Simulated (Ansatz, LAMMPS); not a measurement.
# Elastic response of amorphous 30In2O3-70HfO2 (mol %) (83 atoms): runs compared

Aim: relax amorphous 30In2O3-70HfO2 (mol %) (83 atoms), then change its volume and shape to read moduli from the stress.

Computed with Ansatz 0.2.0: Kohn-Sham DFT, revPBE, PAW (set soft_1), plane waves.

## Step 1: The cell as built

The cell holds 83 atoms: 14 In, 16 Hf and 53 O. Cell: a = 10.476 Å, b = 10.476 Å, c = 10.476 Å, α = 90.0°, β = 90.0°, γ = 90.0°. 83 atoms (14 Sc, 16 Zr, 53 O) placed at random at 4.52 g/cm³, melted at 5000 K for 10 ps at fixed volume with the Morse and Coulomb pair potential with partial charges (Pedone, Malavasi, Menziani, Cormack and Segre, J. Phys. Chem. B 110, 11780 (2006)). Quenched from 5000 K to 300 K at 200 K/ps and fixed volume, held 10 ps at zero pressure, then minimised at fixed cell. Then Sc was replaced by In, Zr was replaced by Hf and the cell scaled by 1.022 (the potential has no terms for the new elements, so the cell is a start for a DFT relaxation).

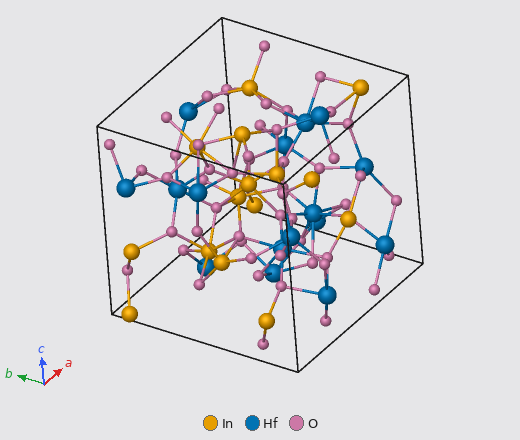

The cell as built. Some periodic images of atoms are drawn too.

What the set-up can't give: The quench rate of 200 K/ps is many orders above laboratory rates, so the cell is likely richer in defects and strain than a real sample. The starting topology of bonds comes from the classical model, and needn't be the one that DFT or experiment would give. Sampling is at Γ alone. The levels lack spin–orbit coupling, which is large for the heavy elements here.

## Step 2: The reference run

The reference is a single point at the end of the relaxation.

Every strained cell starts from the geometry of this run, and its atoms are relaxed with the cell held.

Its input, with most atom lines left out:

```yaml
crystal:
  lattice:
    - [10.31179, 0.0231, -0.10418]
    - [0.0231, 10.1609, -0.02114]
    - [-0.10418, -0.02114, 10.69188]
  atoms:
    - { symbol: In, position: [0.29355, 0.68009, 0.81256] }
    - { symbol: In, position: [0.41792, 0.30386, 0.72177] }
    - { symbol: In, position: [0.30403, 0.65934, 0.2491] }
    - { symbol: In, position: [0.7716, 0.72068, 0.84121] }
    - { symbol: In, position: [0.03772, 0.87946, 0.34711] }
    - { symbol: In, position: [0.95246, 0.20995, 0.89171] }
    - { symbol: In, position: [0.05895, 0.19219, 0.18923] }
    [... atom lines 8 to 83 left out ...]
kpoints:
  mp_grid: { grid: [1, 1, 1] }
hamiltonian:
  xc: revpbe
  pseudopotentials: { kind: paw, azcp: { folder: soft_1 } }
scf:
  occupations: { method: gaussian, width: 0.025 }
output:
  forces: true
  stress: true
  populations: intrinsic
  dos:
    method: { smearing: { sigma: 0.1 } }
    de: 0.1
    projected: { site_lists: { Hf: [Hf], In: [In], O: [O] } }
  eigenvalues: true
  write_density: true
  write_potential: true
  volumetric_format: npy
  elf: true
```

- free energy per atom: -4341.7778 eV/atom
- r.m.s. force component: 0.00299 eV/Å
- pressure: -0.004528 GPa

Filled and empty levels are parted by 2.05 eV (at Γ alone); a semilocal functional tends to put such gaps too low. In a disordered cell it changes from sample to sample, and tail or defect levels can set it.

## Step 3: The runs

Each row is one run, on 4 threads of Arm Neoverse V2, shared host. The free energy is the program's total, comparable only between runs with the same functional, potentials and atoms.

```
                                 run  atoms    outcome  ionic steps, all passes  free energy (eV)     time  host memory (GiB)
           Single point at the start     83  converged                        -       -360363.935     28 s                1.8
              Cell and atoms relaxed     83  converged                       15       -360367.556  5.5 min                1.9
Single point at the relaxed geometry     83  converged                        -       -360367.556     39 s                1.9
                         Volume -3 %     83  converged                        7       -360367.182  2.6 min                1.9
                         Volume +3 %     83  converged                        9       -360367.240  3.5 min                2.0
                         Volume -6 %     83  converged                        8       -360366.004  2.7 min                1.8
                         Volume +6 %     83  converged                        7       -360366.435  2.7 min                2.0
                        Volume -10 %     83  converged                       10       -360363.141  3.4 min                1.8
            Stretched by 1 % along x     83  converged                        5       -360367.494    2 min                1.9
           Compressed by 1 % along x     83  converged                        5       -360367.490  1.9 min                1.9
                Sheared by 2 % in xy     83  converged                        3       -360367.473     68 s                1.9
```

In some runs the program notes that the SCF threshold is loose for the stress.

## Step 4: Pressure against volume

Atoms are relaxed at each volume, in the scaled cell.

```csv
volume change (%),volume (Å³/atom),energy change (meV/atom),pressure (GPa),largest move on relaxing (Å),bonds,gap (eV)
-10,12.146,53.19,13.76,0.60,184,2.36
-6,12.686,18.69,7.53,0.41,180,2.27
-3,13.091,4.51,3.68,0.12,177,2.18
+0,13.496,0.00,0.00,-,177,2.05
+3,13.901,3.80,-2.85,0.17,177,1.90
+6,14.305,13.50,-4.84,0.37,171,1.74
```

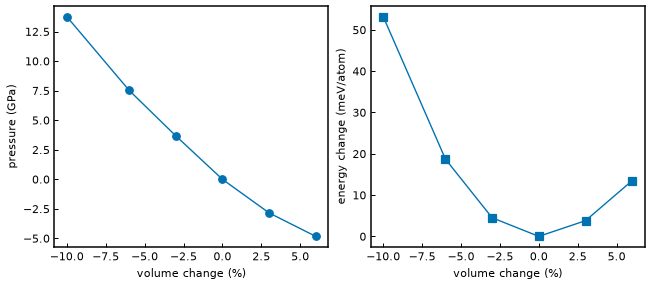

Pressure and energy against volume.

## Step 5: Uniaxial strain and shear

Stress (GPa, compression positive) less that of the relaxed cell, atoms relaxed:

| strain | xx | yy | zz | xy | energy change (meV/atom) |
| --- | --- | --- | --- | --- | --- |
| stretched by 1 % along x | -1.875 | -0.866 | -0.867 | 0.132 | 0.74 |
| compressed by 1 % along x | 1.992 | 0.915 | 0.916 | -0.134 | 0.80 |
| sheared by 2 % in xy | 0.223 | 0.083 | 0.029 | -1.260 | 1.00 |

## Step 6: Findings

The bulk modulus, from the slope of pressure against ln V over the three points nearest the relaxed volume, is 109 GPa; a quadratic over all points gives a pressure derivative of about 5.1. The count of bonds runs from 171 to 184 over the series, so at some points contacts cross the cutoffs. At -10 % some atom moved by over 0.5 Å on relaxing, so that point may sit in another local minimum. The gap goes from 2.36 eV at the smallest volume to 1.74 eV at the largest, -3.8 eV per unit of ln V by a straight line, on the run's k-points. In the Cartesian axes of the cell, finite differences give C11 = 193, C12 = 89.0, C13 = 89.2 and C66 = 63.0 GPa (the shear of 2 % is the engineering strain, εxy = 0.01). The mean of C11, C12 and C13, which equals the bulk modulus in a cubic or isotropic solid, is 124 GPa: it lies 14 % over the bulk modulus from the volumes. For an isotropic solid C66 would equal (C11 − C12)/2 = 52.2 GPa; so small a sample needn't be isotropic, and C66 rests on one shear. With the bulk modulus and C66 as K and G, Young's modulus would be about 158 GPa and Poisson's ratio 0.26.

**Limits.** Strains are finite and relaxations stop at the force tolerance of the input, which can leave moduli too stiff; they are those of a static cell at zero temperature. Volumes are changed with the cell's shape held, so in an anisotropic solid the modulus lies over the one under free hydrostatic load. The program notes that the SCF threshold of the relaxations is loose for the stress.

The DFT runs together took 27 min of wall time.

[Logs are printed without paths, hosts, clocks, repeated set-up lines and the standing remarks that a program may print on its own settings, such as how far it seeks lower states.]

[Hosts, paths, dates, database ids (printed as entryN), source tags and the programs' standing remarks are cut or masked in the printed files.]
